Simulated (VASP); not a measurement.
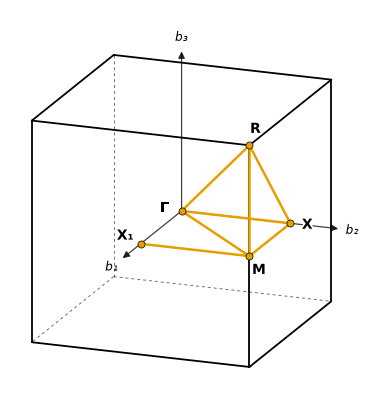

Crystal: CoSi, the end point of a relaxation with VASP Kohn-Sham DFT of a periodic cell, optB88-vdW, VASP PAW PBE potentials, recommended (VASP 6.6.1). The first Brillouin zone and its special points. Symmetry computed with spglib at a tolerance of 0.002 Å; standard conventional cell.

Space group No. 198, P2₁3; a = 4.440 Å, b = 4.440 Å, c = 4.440 Å, α = 90.00°, β = 90.00°, γ = 90.00°.

Labels and path follow the convention of Hinuma et al. (2017), as computed by seekpath; the arrows show the directions of the reciprocal primitive vectors b₁, b₂, b₃, in which coordinates are given; lengths include the factor 2π.

### List the special points with their coordinates and distances from Γ.

| point | k₁ | k₂ | k₃ | length of k (1/Å) |
| --- | --- | --- | --- | --- |
| Γ | 0 | 0 | 0 | 0.000 |
| R | 1/2 | 1/2 | 1/2 | 1.226 |
| M | 1/2 | 1/2 | 0 | 1.001 |
| X | 0 | 1/2 | 0 | 0.708 |
| X₁ | 1/2 | 0 | 0 | 0.708 |

### What is the zone's volume?

(2π)³ over the primitive cell's volume of 87.52 Å³: 2.83 Å⁻³.
